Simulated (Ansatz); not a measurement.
## Single-point calculation, with input and output: MoS₂ (part 1 of 2)

- system: MoS₂ (R3m, 6 atoms in the cell)
- method: DFT LDA+U, scalar-relativistic, plane waves, PAW, Ueff = 3 eV on Mo atom 1 d; Ueff = 3 eV on Mo atom 4 d, spin-polarised (Ansatz 0.2.0)

The structure derives from an entry of the Crystallography Open Database. It belongs to a series of runs on one base structure; here: antiferromagnetic start, free. Figures and captions count atoms from 1; the log counts them from 0 in places.

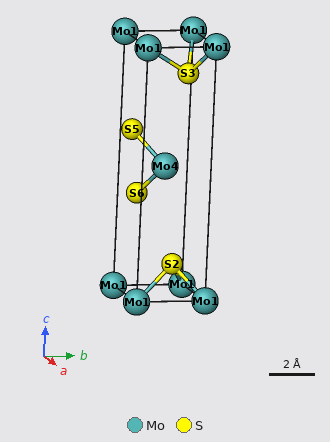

Figure 1. The structure as given in the input (ball-and-stick view of the reduced cell, seen slightly off an axis; atoms are numbered from 1 in the order of the input). Near neighbours in the crystal (not all of them lie inside the picture): Mo has 6 S at 2.36 Å; S has 3 Mo at 2.36 Å.

Key numbers:

- outcome: converged
- space group (tolerance 0.01 Å): R3m (160)
- electrons treated: 52
- free energy: −13162.2482 eV
- Fermi energy: 11.305 eV
- gap on the k-point mesh: 0.84 eV
- net moment of the cell: 0.00 μB
- integrated absolute moment: 0.00 μB
- pressure: 1.31 GPa
- largest force (length of the vector): 0.811 eV/Å
- hardware: 4 threads of Arm Neoverse V2, 24 GiB of memory available, shared host
- wall time: 24 s (CPU time 96 s)
- peak memory: 0.82 GiB

The program warns: some starting moments were not kept; the typed occupations were not kept; the occupation matrices lower the symmetry.

Input file:
```yaml
crystal:
  lattice:
    - [1.58149989, -0.91307939, 12.24665642]
    - [-1.58149989, -0.91307939, 12.24665642]
    - [0.0, -3.65231756, 12.24665642]
  atoms:
    - { symbol: Mo, position: [0.0, 0.0, 0.0], spin: 2.0 }
    - { symbol: S, position: [0.7484, 0.7484, 0.6258] }
    - { symbol: S, position: [0.5849, 0.5849, 0.70755] }
    - { symbol: Mo, position: [0.0, 0.0, 0.5], spin: -2.0 }
    - { symbol: S, position: [0.7484, 0.7484, 0.1258] }
    - { symbol: S, position: [0.5849, 0.5849, 0.20755] }
basis:
  ecutwfc: 420
  ecutrho_ratio: 4
kpoints:
  mp_grid: { grid: [7, 7, 7] }
hamiltonian:
  xc: lda
  hubbard:
    sites:
      - { site: 0, l: d, u_eff: 3.0, starting_ns: [{ spin: up, occupation_matrix: s0up }, { spin: down, occupation_matrix: s0down }] }
      - { site: 3, l: d, u_eff: 3.0, starting_ns: [{ spin: up, occupation_matrix: s3up }, { spin: down, occupation_matrix: s3down }] }
    occupation_matrices:
      s0up:
        matrix:
          - [0.97, 0.0, 0.0, 0.0, 0.0]
          - [0.0, 0.02003, 0.0, 0.0, -0.0057]
          - [0.0, 0.0, 0.02, 0.0, 0.0]
          - [0.0, 0.0, 0.0, 0.02, 0.0]
          - [0.0, -0.0057, 0.0, 0.0, 0.96997]
      s0down:
        matrix:
          - [0.02, 0.0, 0.0, 0.0, 0.0]
          - [0.0, 0.02, 0.0, 0.0, 0.0]
          - [0.0, 0.0, 0.02, 0.0, 0.0]
          - [0.0, 0.0, 0.0, 0.02, 0.0]
          - [0.0, 0.0, 0.0, 0.0, 0.02]
      s3up:
        matrix:
          - [0.02, 0.0, 0.0, 0.0, 0.0]
          - [0.0, 0.02, 0.0, 0.0, 0.0]
          - [0.0, 0.0, 0.02, 0.0, 0.0]
          - [0.0, 0.0, 0.0, 0.02, 0.0]
          - [0.0, 0.0, 0.0, 0.0, 0.02]
      s3down:
        matrix:
          - [0.97, 0.0, 0.0, 0.0, 0.0]
          - [0.0, 0.02003, 0.0, 0.0, -0.0057]
          - [0.0, 0.0, 0.02, 0.0, 0.0]
          - [0.0, 0.0, 0.0, 0.02, 0.0]
          - [0.0, -0.0057, 0.0, 0.0, 0.96997]
    ns_hold: { iters: 8 }
scf:
  occupations: { method: gaussian, width: 0.05 }
  lower_state_search: "off"
  max_iter: 150
output:
  forces: true
  stress: true
  eigenvalues: true
  populations: true
  hubbard: { sites: [{ site: 0, l: d }, { site: 3, l: d }] }
  write_density: true
  write_potential: true
  elf: true
  volumetric_format: npy
magnetization:
  spin_polarized: true
```

Run as:
```bash
ansatz run input.yaml --threads 4 --pin off --max-ram 6144MiB --backend cpu --events-out ev --progress --plain --runs-dir out
```

What the program printed:
```
Warning: crystal.symmetry: narrowed to the stabiliser of the occupation matrices — unitary ops 6 → 2, anti-unitary 6 → 2; lowered by the specified shells (site 0, l: d), (site 3, l: d); largest admitted image defect 4.4e-16, smallest excluded 7.1e-1 — at a splitting's scale: the group the occupation matrices' own texture admits
basis.fft_grid_basis auto: the FFT boxes are laid along the combinations [[1, -1, 0], [0, 1, 0], [0, -1, 1]] of the cell's own vectors, 3.163, 12.382 and 3.163 Å long. The dense box has 24×90×24 points. Along the cell's own vectors, as sized, it would have 90×90×90, 14.06 times as many. Of the 6 symmetry operations that the crystal satisfies within crystal.symmetry.tolerance (time reversal apart; of a slab, those that keep its plane) the dense box along the cell's own vectors carries 6, and the one as laid loses 4 of those. basis.fft_grid_basis: typed keeps the cell's own vectors: state it where this run's energies or levels are differenced outside the engine with another run's, or held beside a run that keeps those vectors. Those combinations have planes normal to reciprocal vector 3, as the cell's own vectors have. Each planar average written beside output.write_density, output.write_potential has a row for each plane of the box: 24. The volumetric files lie along those combinations, not along the cell's own vectors: a cube or XSF file states them, and fields.json those of NumPy files.
Mo: projections on atomic orbitals take those of the free atom [Ar 3d10] 4s2 4p6 4d5 5s1, of charge +0.00 (hamiltonian.pseudopotentials.projection_atoms); the dataset's partial waves leave at most 6.0e-6 of an orbital's norm unspanned inside its sphere
S: projections on atomic orbitals take those of the free atom [Ne] 3s2 3p4, of charge +0.00 (hamiltonian.pseudopotentials.projection_atoms); the dataset's partial waves leave at most 1.6e-7 of an orbital's norm unspanned inside its sphere
Engine: ansatz 0.2.0, aarch64-unknown-linux-gnu
Pseudopotentials: kind: paw
Pseudopotential: Mo, paw, valence charge 14, recommended cutoff 420 eV (normal), Mo.paw.azcp
Pseudopotential: S, paw, valence charge 6, recommended cutoff 420 eV (normal), S.paw.azcp
Functional definition: SPW92
  exchange = slater_x
  correlation = pw_c
Crystal: 6 atoms, lattice volume = 106.108 Å³
Basis set: ecut = 420 eV, 2045 PW (Γ), FFT grids on a1−a2, a2, −a2+a3
Bands: 34, of which v1, the nominal top of the filled ones, is band 26 counted from 1 (25 counted from 0)
Symmetry: 2 space group operations
k-points: 100 of 343 (time reversal used)
Non-local potential: Mo, projectors of the file, l = 0: 3, l = 1: 2, l = 2: 2, l = 3: 1
Non-local potential: S, projectors of the file, l = 0: 2, l = 1: 2, l = 2: 2
PAW form: soft (Blöchl's): semilocal exchange-correlation on the pseudo side does not see the compensation charge
PAW frozen core: Mo, regenerated for the run's functional, and the local potential with it (the file was generated under x = pbe(κ = 0.804, μ = 0.2195149727645171), c = pbe(β = 0.06672455060314922))
PAW frozen core: S, regenerated for the run's functional, and the local potential with it (the file was generated under x = pbe(κ = 0.804, μ = 0.2195149727645171), c = pbe(β = 0.06672455060314922))
PAW one-centre angular grid: Mo, 590 points (default); XC on 64 Gauss nodes
PAW one-centre angular grid: S, 110 points (default); XC on 64 Gauss nodes
Initial density: superposition of atomic densities (chi_scale 0.1, normalization cell)
Starting moments: Σ|m| = 4 μB on 2 of 6 sites
Initial wavefunctions: pseudopotential atomic-orbital guess
Functional: x = slater, c = lda
```
